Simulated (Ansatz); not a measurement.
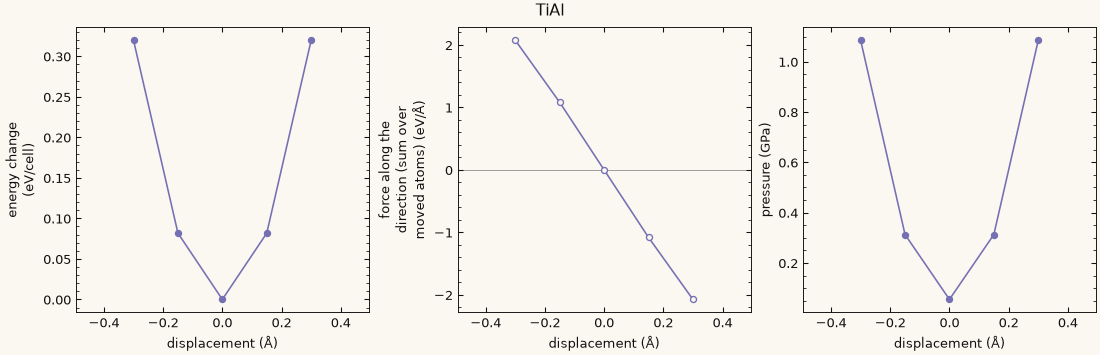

Plotted: energy change, force along the direction (sum over moved atoms) and pressure against displacement for TiAl, space group Pm-3m (No. 221).

Structure:
```
CELL_PARAMETERS angstrom
-3.17135 3.17135 3.17135
3.17135 -3.17135 3.17135
3.17135 3.17135 -3.17135
ATOMIC_POSITIONS crystal
Ti 0.50000 0.00000 0.50000
Ti 0.00000 0.50000 0.50000
Ti 0.00000 0.00000 0.00000
Ti 0.50000 0.50000 0.00000
Al 0.50000 0.50000 0.50000
Al 0.00000 0.00000 0.50000
Al 0.00000 0.50000 0.00000
Al 0.50000 0.00000 0.00000
```

Calculation (Ansatz 0.2.0): one atom of a crystal moved along a line, all else fixed, by plane-wave density functional theory with PAW datasets, free energies less that of the undisturbed cell, pressure positive in compression; scalar-relativistic. Level: r2SCAN, no spin polarisation.

```csv
setting,value
wave cutoff,500 eV
k mesh,14×14×14
occupations,Gaussian
smearing width,0.15 eV
k shift,"(0, 0, 0) (mesh steps)"
start,relaxed
moved atom,5
direction,"(0, 0, 1) (Cartesian unit vector)"
```

The points at displacement −0.3, 0.15 and 0.45 follow from computed ones by symmetry.

The points at displacement −0.450 Å, 0.375 Å and 0.450 Å are left out of the plot. What values does the calculation give there?

```json
{"displacement (Å)": "-0.450", "energy change (eV/cell)": "0.6998", "force along the direction (sum over moved atoms) (eV/Å)": "2.99", "pressure (GPa)": "2.369"}
{"displacement (Å)": "0.375", "energy change (eV/cell)": "0.4927", "force along the direction (sum over moved atoms) (eV/Å)": "-2.54", "pressure (GPa)": "1.663"}
{"displacement (Å)": "0.450", "energy change (eV/cell)": "0.6998", "force along the direction (sum over moved atoms) (eV/Å)": "-2.99", "pressure (GPa)": "2.369"}
```
